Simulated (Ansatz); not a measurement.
Given this structure:

```
CELL_PARAMETERS angstrom
3.08863 0.00000 0.00000
0.00000 3.08863 0.00000
0.00000 0.00000 4.36799
ATOMIC_POSITIONS crystal
Al 0.00000 0.00000 0.02228
N 0.50000 0.00000 0.20707
Al 0.50000 0.50000 0.52228
N 0.00000 0.50000 0.70707
```

Q: Before looking at a picture, describe the arrangement of atoms.

A: Chemical formula AlN. It belongs to space group Imm2 (No. 44) and has a body-centred orthorhombic lattice. Counting shared atoms by their share gives 2 Al, 2 N, or 4 atoms. The coordination shell of Al holds four N in a distorted tetrahedral arrangement at 1.74 to 2.07 Å. About every N there are four Al in a distorted tetrahedral arrangement at 1.74 to 2.07 Å. The bonds build a three-dimensional framework.

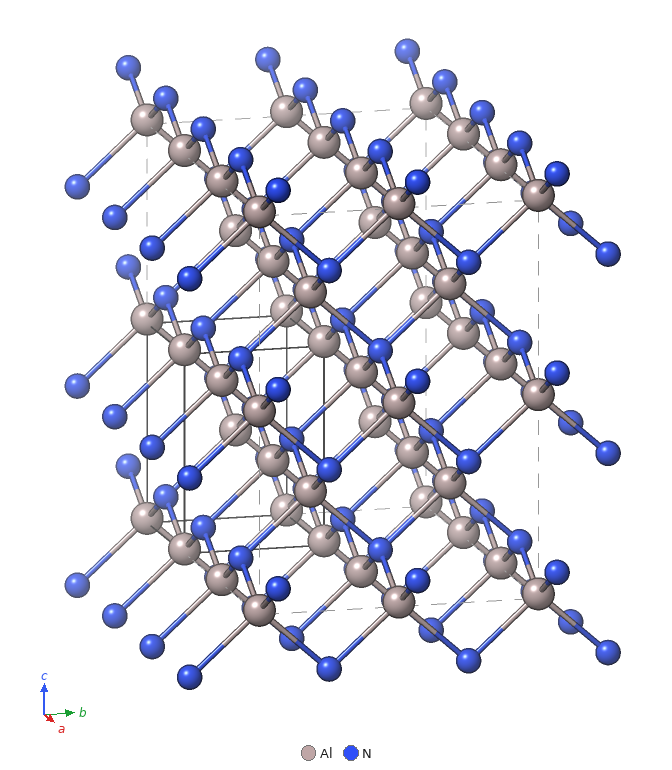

This ball-and-stick model is shown slightly off an axis. Shown are 3×2×2 repeats of the conventional unit cell, one of them outlined in solid lines. A few atoms beyond the faces are included. Colours: aluminium light grey, nitrogen blue.

The cell started as a structure listed in the Materials Project. The cell was then strained or its atoms displaced on purpose. A calculation with Ansatz used it as input.

At this level of theory the cell isn't at rest (compressed, at 6 GPa and forces up to 3.7 eV/Å), so its distances can differ from those at equilibrium, the more so the softer the solid.
